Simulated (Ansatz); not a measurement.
# Ge₄₈Si (charge +1): single-point calculation (part 2 of 2)

Ge₄₈Si (defect cell, 49 atoms in the cell, total charge +1); DFT PBE, scalar-relativistic, plane waves, PAW, spin-polarised (Ansatz 0.2.0); cutoff 420 eV, 2×2×2 k-mesh, Gaussian smearing of 0.05 eV, collinear spins. The structure derives from a Materials Project entry.

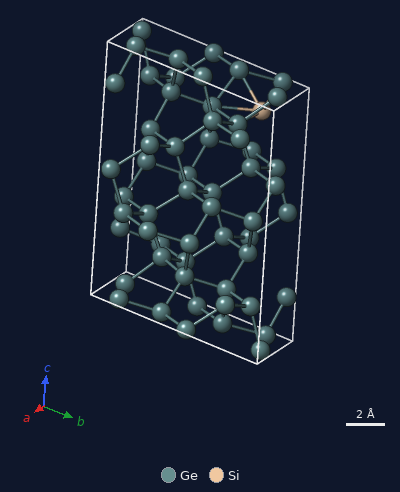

Figure 1. The structure (ball-and-stick view of the cell of the calculation, seen slightly off an axis). An atom can appear more than once, as a periodic image.

## Output, continued
```
  k-point 0 ↑: bands = ["-16.3914", "-16.3826", "-16.3610", "-16.3586", "-16.3529", "-16.3436", "-16.3252", "-16.3230", "-16.3182", "-16.3069", ... 196 levels left out ..., "-15.8501", "-15.8498", "-15.8458", "-15.8457", "-15.8447", "-15.8385", "-15.8327", "-15.8301", "-15.8298", "-15.8234", "-15.8209", "-15.8179", "-15.8158", "-15.8129", "-15.8099", "-15.8081", "-15.8015", "-15.7986", "-15.7962", "-15.7941", "-15.7933", "-15.7910", "-15.7901", "-15.7844", "-15.7815", "-15.7796", "-15.7772", "-15.7719", "-15.7713",
      "-15.7680", "-15.7643", "-15.7585", "-15.7547", "-15.7443", "-4.3122", "-3.5258", "-3.2479", "-2.8656", "-2.6635", "-2.5986", "-2.5308", "-2.4968", "-2.4962", "-2.4905", "-2.4708", "-2.1464", "-2.1127", "-1.6523", "-1.5545", "-1.5131", "-1.4760", "-1.2760", "-1.2678", "-1.2142", "-1.2128", "-1.1919", "-1.1471", "-0.5973", "0.0112", "0.3313", "0.6839", "0.7579", "0.7702", "0.7869", "0.8312", "1.0048", "1.0451", "1.0586", "1.0766",
      "1.0983", "1.8658", "2.0866", "2.3860", "2.4860", "2.5494", "2.5498", "2.5921", "2.6025", "2.6147", "2.6907", "3.6951", "3.9042", "4.0972", "4.1126", "4.1606", "4.2167", "4.6540", "4.8614", "4.8761", "5.0367", "5.2071", "5.2137", "5.3273", "5.4747", "5.4854", "5.5741", "5.6869", "5.6927", "5.8624", "5.8668", "5.9079", "5.9261", "5.9433", "5.9727", "5.9771", "6.0161", "6.0195", "6.0695", "6.0696",
      "6.0981", "6.0988", "6.1442", "6.1469", "6.1521", "6.1618", "6.1859", "6.2618", "6.2729", "6.2839", "6.3106", "7.0543", "7.0751", "7.0788", "7.1162", "7.2068", "7.2166", "7.2481", "7.3909", "8.3656", "8.5416", "8.6094", "8.7306", "8.7629", "9.0724", "9.0982", "9.1350", "9.2222", "9.4793", "9.7281", "9.8049", "9.8352", "10.2130", "10.3795", "10.5731", "10.6686", "10.7084", "10.7329", "10.8251", "10.8375",
      "10.8608", "10.9189", "10.9580", "10.9681", "10.9863", "10.9948", "11.0256", "11.0373", "11.1055", "11.1353", "11.3471", "11.4952", "11.5106", "11.6717", "11.6904", "11.7588", "11.8178", "11.8719", "11.8971", "11.9423", "11.9768", "12.0770", "12.1711", "12.3260", "12.3280", "12.4413", "12.5571", "12.8815", "12.8973", "12.9706", "13.0762", "13.1122", "13.1457", "13.1547", "13.1750", "13.1856", "13.2116", "13.2353", "13.2698", "13.2949",
      "13.3095", "13.3225", "13.4207", "13.5612", "13.5831", "13.6323", "13.7412", "13.8192", "13.9845", "14.0234", "14.0703"]
  k-point 1 ↑: bands = ["-16.3914", "-16.3826", "-16.3610", "-16.3585", "-16.3529", "-16.3436", "-16.3251", "-16.3230", "-16.3182", "-16.3069", ... 196 levels left out ..., "-15.8504", "-15.8498", "-15.8462", "-15.8455", "-15.8444", "-15.8375", "-15.8323", "-15.8303", "-15.8291", "-15.8236", "-15.8206", "-15.8177", "-15.8153", "-15.8126", "-15.8094", "-15.8080", "-15.8016", "-15.7989", "-15.7963", "-15.7945", "-15.7935", "-15.7913", "-15.7901", "-15.7843", "-15.7815", "-15.7796", "-15.7773", "-15.7720", "-15.7713",
      "-15.7681", "-15.7643", "-15.7585", "-15.7548", "-15.7444", "-4.2249", "-3.8644", "-3.1007", "-2.7983", "-2.7601", "-2.7145", "-2.3849", "-2.2877", "-2.1215", "-2.0802", "-2.0294", "-2.0179", "-1.9803", "-1.9553", "-1.9138", "-1.9081", "-1.8774", "-1.8682", "-1.8537", "-1.8050", "-0.7968", "-0.5963", "-0.2564", "-0.1854", "-0.1467", "-0.1011", "0.2114", "0.3451", "0.6532", "1.0946", "1.2645", "1.4088", "1.4145", "1.4608", "1.4992",
      "1.5723", "1.5820", "1.5844", "1.6672", "1.8098", "2.3530", "2.3758", "2.4117", "2.8117", "2.8727", "2.9231", "2.9737", "3.9771", "4.0844", "4.1281", "4.3074", "4.4092", "4.7147", "4.7774", "4.9945", "5.0269", "5.2719", "5.5556", "5.5839", "5.6397", "5.6730", "5.7453", "5.7723", "5.7913", "5.8132", "5.8146", "5.8309", "5.8336", "5.8673", "5.8677", "5.9108", "5.9832", "6.0286", "6.0961", "6.0965",
      "6.1495", "6.1751", "6.2031", "6.2097", "6.2435", "6.2755", "6.2937", "6.3082", "6.3371", "6.3848", "6.4142", "6.5683", "6.6623", "6.8056", "6.8609", "6.8669", "6.8986", "7.3485", "8.0288", "8.1469", "8.1940", "8.3021", "9.0908", "9.3505", "9.3921", "9.6182", "9.6652", "9.7849", "9.7866", "9.8542", "9.8799", "9.8992", "9.9440", "9.9769", "10.0336", "10.0849", "10.1960", "10.2197", "10.2647", "10.5108",
      "10.5903", "10.7021", "10.7771", "10.7982", "10.9108", "10.9708", "11.0798", "11.1147", "11.2583", "11.3601", "11.3858", "11.4187", "11.4650", "11.4889", "11.6048", "11.7879", "11.8547", "11.9090", "11.9627", "11.9645", "12.0641", "12.1196", "12.1275", "12.1763", "12.2023", "12.2152", "12.4501", "12.4953", "12.5677", "12.7004", "13.0628", "13.0952", "13.3097", "13.3408", "13.3896", "13.6060", "13.6455", "13.6754", "13.7146", "13.7829",
      "13.8158", "13.8474", "13.8595", "13.9464", "13.9635", "14.0160", "14.0478", "14.0533", "14.0789", "14.1939", "14.2044"]
  k-point 2 ↑: bands = ["-16.3913", "-16.3826", "-16.3610", "-16.3587", "-16.3528", "-16.3432", "-16.3251", "-16.3238", "-16.3176", "-16.3064", ... 196 levels left out ..., "-15.8540", "-15.8515", "-15.8460", "-15.8437", "-15.8416", "-15.8381", "-15.8353", "-15.8281", "-15.8264", "-15.8225", "-15.8210", "-15.8198", "-15.8189", "-15.8152", "-15.8094", "-15.8075", "-15.8038", "-15.8004", "-15.7959", "-15.7940", "-15.7910", "-15.7898", "-15.7879", "-15.7842", "-15.7834", "-15.7770", "-15.7758", "-15.7705", "-15.7696",
      "-15.7673", "-15.7635", "-15.7594", "-15.7561", "-15.7464", "-4.0935", "-3.7089", "-3.4012", "-3.2564", "-2.7328", "-2.5998", "-2.4795", "-2.4548", "-2.3986", "-2.3781", "-2.1109", "-2.1037", "-1.9838", "-1.9645", "-1.8050", "-1.7310", "-1.2791", "-1.2232", "-1.2046", "-1.1784", "-0.9052", "-0.8810", "-0.8522", "-0.8012", "0.1440", "0.2764", "0.3037", "0.4910", "0.5994", "0.6714", "0.7414", "0.7720", "1.3140", "1.3310", "1.4197",
      "1.6426", "1.7975", "1.8718", "1.9024", "1.9223", "2.2291", "2.2858", "2.3441", "2.3654", "2.8145", "3.9550", "4.0099", "4.1080", "4.2746", "4.3618", "4.4416", "4.4927", "4.5711", "4.6000", "4.6263", "4.6974", "4.9088", "4.9688", "5.2332", "5.2362", "5.2835", "5.3314", "5.4357", "5.4531", "5.5022", "5.5544", "5.5857", "5.6138", "5.6728", "5.6844", "5.7383", "5.7748", "6.1540", "6.2236", "6.3267",
      "6.3439", "6.4145", "6.4579", "6.5577", "6.5981", "6.6198", "6.6566", "6.6635", "6.8034", "6.8270", "6.8330", "6.8504", "6.8675", "7.1791", "7.2279", "7.3055", "7.4252", "7.4870", "7.5047", "7.6701", "7.8510", "7.9591", "8.8430", "9.2011", "9.2588", "9.3251", "9.5210", "9.5507", "9.7687", "9.8731", "9.9796", "10.0091", "10.1700", "10.2014", "10.2719", "10.2891", "10.3287", "10.3368", "10.3698", "10.4189",
      "10.5030", "10.5338", "10.8411", "10.8545", "10.9476", "11.0511", "11.2002", "11.3843", "11.3981", "11.4558", "11.4965", "11.5189", "11.5457", "11.5917", "11.6282", "11.7857", "11.9260", "11.9704", "12.0539", "12.0719", "12.1086", "12.1346", "12.1912", "12.2318", "12.2973", "12.3815", "12.4474", "12.4855", "12.4989", "12.5245", "12.5653", "12.6233", "12.7216", "12.7789", "12.8953", "12.9448", "12.9855", "13.0498", "13.0789", "13.1121",
      "13.2816", "13.3787", "13.4764", "13.6131", "13.6867", "13.7204", "13.8602", "13.8803", "13.9658", "14.0870", "14.1048"]
  k-point 7 ↓: bands = ["-16.3912", "-16.3828", "-16.3609", "-16.3589", "-16.3527", "-16.3431", "-16.3252", "-16.3241", "-16.3175", "-16.3058", ... 196 levels left out ..., "-15.8487", "-15.8476", "-15.8462", "-15.8456", "-15.8449", "-15.8438", "-15.8339", "-15.8310", "-15.8254", "-15.8238", "-15.8220", "-15.8165", "-15.8163", "-15.8141", "-15.8077", "-15.8074", "-15.8061", "-15.8022", "-15.7974", "-15.7956", "-15.7952", "-15.7946", "-15.7921", "-15.7811", "-15.7799", "-15.7779", "-15.7753", "-15.7706", "-15.7698",
      "-15.7653", "-15.7644", "-15.7643", "-15.7507", "-15.7450", "-3.9630", "-3.3931", "-3.3325", "-3.3038", "-3.2105", "-3.2007", "-2.6777", "-2.5528", "-2.5415", "-2.4891", "-2.1683", "-2.1561", "-1.5829", "-1.5174", "-1.2954", "-1.2181", "-1.1255", "-1.1141", "-1.0792", "-1.0659", "-1.0119", "-0.9669", "-0.6576", "-0.4997", "0.0038", "0.0279", "0.0978", "0.4636", "0.4755", "0.5141", "0.5708", "0.7366", "0.7812", "0.7956", "0.8104",
      "0.8405", "1.8544", "1.8773", "2.1953", "2.5228", "2.5396", "2.5731", "2.5770", "3.7881", "3.7938", "3.9620", "3.9702", "4.0203", "4.1090", "4.1849", "4.2113", "4.2191", "4.2502", "4.2557", "4.3061", "4.3145", "4.3890", "4.4281", "4.9614", "5.0598", "5.3534", "5.3701", "5.5057", "5.5831", "5.6994", "5.7334", "5.7483", "5.8686", "5.9257", "5.9291", "5.9938", "6.0145", "6.0394", "6.0490", "6.1285",
      "6.1343", "6.2411", "6.2640", "6.6009", "6.6284", "6.6429", "6.6444", "6.9003", "6.9413", "7.0624", "7.0939", "7.1130", "7.1718", "7.2342", "7.2531", "7.2619", "7.2774", "7.4594", "7.7400", "7.7999", "7.8063", "7.8283", "8.5700", "9.1588", "9.1724", "9.2411", "9.3729", "9.4002", "9.4985", "9.6420", "9.8516", "9.9097", "9.9388", "10.2090", "10.2861", "10.5007", "10.6030", "10.6946", "10.7619", "10.8485",
      "10.8729", "10.8899", "10.9250", "10.9297", "10.9934", "10.9975", "11.0931", "11.1228", "11.1583", "11.4333", "11.4868", "11.5178", "11.5221", "11.6172", "11.7645", "11.8675", "11.8931", "11.8962", "11.9515", "12.0360", "12.0477", "12.0777", "12.1698", "12.2114", "12.2192", "12.2534", "12.3185", "12.3717", "12.5529", "12.6902", "12.8063", "12.8427", "12.8542", "12.8887", "12.9371", "13.0248", "13.0472", "13.0713", "13.1363", "13.1845",
      "13.2190", "13.2905", "13.3680", "13.4256", "13.5645", "13.6135", "13.8977", "13.9362", "14.0519", "14.0934", "14.1340"]
--- Löwdin populations: 49 sites ---
  site symbol       q [e]    m [muB]
     0     Ge     13.9620     0.0000
     1     Ge     13.9404     0.0000
     2     Ge     13.9617     0.0000
     3     Ge     13.9683     0.0000
     4     Ge     13.9611     0.0000
     5     Ge     13.9633     0.0000
     6     Ge     13.9640     0.0000
     7     Ge     13.9646     0.0000
     8     Ge     13.9676    -0.0000
     9     Ge     13.9653     0.0000
    10     Ge     13.9491     0.0000
    11     Ge     13.9657     0.0000
    12     Ge     13.9602     0.0000
    13     Ge     13.9559    -0.0000
    14     Ge     13.9566     0.0000
    15     Ge     13.9569     0.0000
    16     Ge     13.9614     0.0000
    17     Ge     13.9660     0.0000
    18     Ge     13.9725     0.0000
    19     Ge     13.9627     0.0000
    20     Ge     13.9632     0.0000
    21     Ge     13.9641     0.0000
    22     Ge     13.9592     0.0000
    23     Ge     13.9575    -0.0000
    24     Ge     13.9404     0.0000
    25     Ge     13.9620     0.0000
    26     Ge     13.9683     0.0000
    27     Ge     13.9617     0.0000
    28     Ge     13.9633     0.0000
    29     Ge     13.9611     0.0000
    30     Ge     13.9646     0.0000
    31     Ge     13.9640     0.0000
    32     Ge     13.9653     0.0000
    33     Ge     13.9676    -0.0000
    34     Ge     13.9657     0.0000
    35     Ge     13.9490     0.0000
    36     Ge     13.9603     0.0000
    37     Ge     13.9559    -0.0000
    38     Ge     13.9565     0.0000
    39     Ge     13.9569     0.0000
    40     Ge     13.9614     0.0000
    41     Ge     13.9660     0.0000
    42     Ge     13.9725     0.0000
    43     Ge     13.9627     0.0000
    44     Ge     13.9632     0.0000
    45     Ge     13.9641     0.0000
    46     Ge     13.9592     0.0000
    47     Ge     13.9575    -0.0000
    48     Si      3.7671     0.0000
  spilling = 0.001621 (of n_electrons = 675.000000)
--- Bader charges: 49 sites ---
  site symbol  charge [e]  shift [e]    m [muB]
     0     Ge      0.0242     0.0001     0.0000
     1     Ge     -0.0420     0.0005     0.0000
     2     Ge      0.0229     0.0001     0.0000
     3     Ge      0.0220     0.0001     0.0000
     4     Ge      0.0249     0.0001     0.0000
     5     Ge      0.0188     0.0000     0.0000
     6     Ge      0.0196     0.0000     0.0000
     7     Ge      0.0212     0.0000     0.0000
     8     Ge      0.0313     0.0001     0.0000
     9     Ge      0.0192     0.0000     0.0000
    10     Ge     -0.0173     0.0001     0.0000
    11     Ge      0.0203     0.0001     0.0000
    12     Ge      0.0386     0.0000     0.0000
    13     Ge     -0.0524     0.0007     0.0000
    14     Ge      0.0312     0.0000     0.0000
    15     Ge      0.0275     0.0001     0.0000
    16     Ge      0.0250     0.0000     0.0000
    17     Ge      0.0193     0.0000     0.0000
    18     Ge      0.0142     0.0000     0.0000
    19     Ge      0.0205     0.0000     0.0000
    20     Ge      0.0272     0.0000     0.0000
    21     Ge      0.0189     0.0000     0.0000
    22     Ge      0.0270     0.0000     0.0000
    23     Ge      0.0288     0.0000     0.0000
    24     Ge     -0.0418     0.0005     0.0000
    25     Ge      0.0242     0.0001     0.0000
    26     Ge      0.0221     0.0001     0.0000
    27     Ge      0.0228     0.0001     0.0000
    28     Ge      0.0190     0.0000     0.0000
    29     Ge      0.0251     0.0001     0.0000
    30     Ge      0.0210     0.0000     0.0000
    31     Ge      0.0196     0.0000     0.0000
    32     Ge      0.0192     0.0000     0.0000
    33     Ge      0.0315     0.0001     0.0000
    34     Ge      0.0204     0.0001     0.0000
    35     Ge     -0.0172     0.0001     0.0000
    36     Ge      0.0387     0.0000     0.0000
    37     Ge     -0.0524     0.0007     0.0000
    38     Ge      0.0313     0.0000     0.0000
    39     Ge      0.0275     0.0001     0.0000
    40     Ge      0.0250     0.0000     0.0000
    41     Ge      0.0193     0.0000     0.0000
    42     Ge      0.0142     0.0000     0.0000
    43     Ge      0.0205     0.0000     0.0000
    44     Ge      0.0272     0.0000     0.0000
    45     Ge      0.0189     0.0000     0.0000
    46     Ge      0.0270     0.0000     0.0000
    47     Ge      0.0288     0.0000     0.0000
    48     Si      0.2174     0.0044     0.0000
  estimated error of the sums over rays = 4.9e-4 e
```

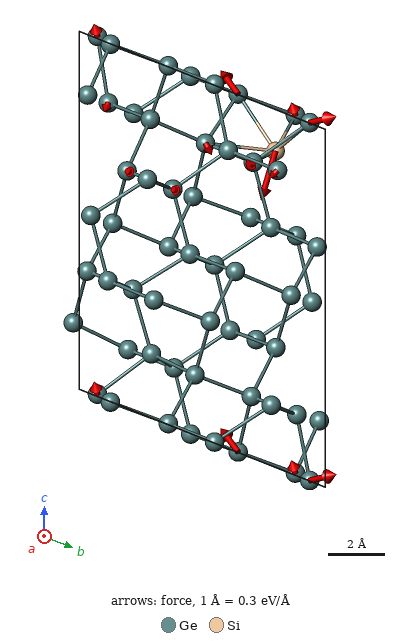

Figure 2. Forces on the atoms as red arrows (ball-and-stick view of the cell of the calculation, along the a axis); the smallest are left out. The largest act on Si49 (0.56 eV/Å); Ge14, Ge38 (0.40 eV/Å); Ge2, Ge25 (0.17 eV/Å). Atoms are counted from 1 in the order of the input and aren't labelled in the picture. The geometry is not a stationary point of this energy.

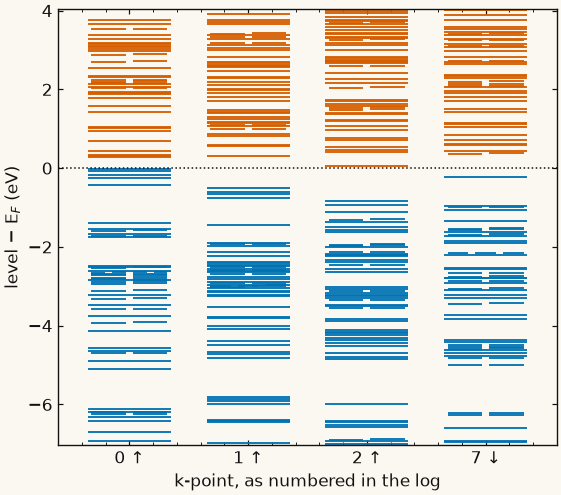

Figure 3. Kohn–Sham levels near the Fermi level (dotted) at the few k-points that the log prints; levels within 0.02 eV of each other stand side by side. The system is metallic on the full mesh.

## Summary

```csv
quantity,value
outcome,converged
electrons treated,675
free energy,−206799.0396 eV
Fermi energy,8.795 eV
gap on the k-point mesh,none (metallic)
net moment of the cell,0.00 μB
integrated absolute moment,0.00 μB
largest force (length of the vector),0.564 eV/Å
wall time,4 min (CPU time 30 min)
peak memory,12 GiB
```

## Remarks

Notes on the run: some starting moments were not kept. The cell is charged and computed with a neutralising background, so its energy and pressure depend on the cell and aren't those of a real crystal.
